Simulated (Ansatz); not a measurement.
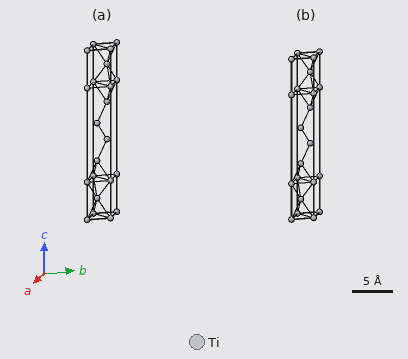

The structure of crystalline Ti (built on the samarium (9R)_166 type) (coarse preliminary run) before (left) and after (right) a relaxation, at one scale.

The picture is a ball-and-stick view of the conventional cell (3 times the calculation's cell), seen slightly off an axis. Lengths and directions refer to the drawn axes.

Case: samarium (9R) type (R-3m, No. 166).

The calculation used Ansatz, DFT PBEsol, scalar-relativistic, plane waves, PAW. Set-up: plane-wave cutoff 420 eV; k-point mesh 6 × 6 × 6; occupations gaussian; smearing width 0.1 eV; no spin polarisation; cell and atoms relaxed; force threshold 0.04 eV/Å; at most 70 steps.

What changed between the two?

Over 3 accepted moves (4 points after the start) the energy falls by 154 meV per atom. Largest force component: 0.066 eV/Å at the start, 0.0026 eV/Å at the end. Pressure: −14.49 GPa at the start and 0.02 GPa at the end. At 1 point the geometry stayed and the basis and grid were re-selected for the new cell (energy shift of 0.2 meV per atom at most each time). The largest moves relative to the cell, 0.014 Å, are those of Ti atoms. The drawn cell changes as follows: a = b 3.049 → 2.887 Å (−5.3 %), c 22.104 → 20.923 Å (−5.3 %); the volume changes by −15.1 %. Some distances before and after: Ti–Ti 3.022 → 2.850 Å, Ti–Ti 3.049 → 2.887 Å, Ti–Ti 3.022 → 2.883 Å. The space group stays R-3m (No. 166).
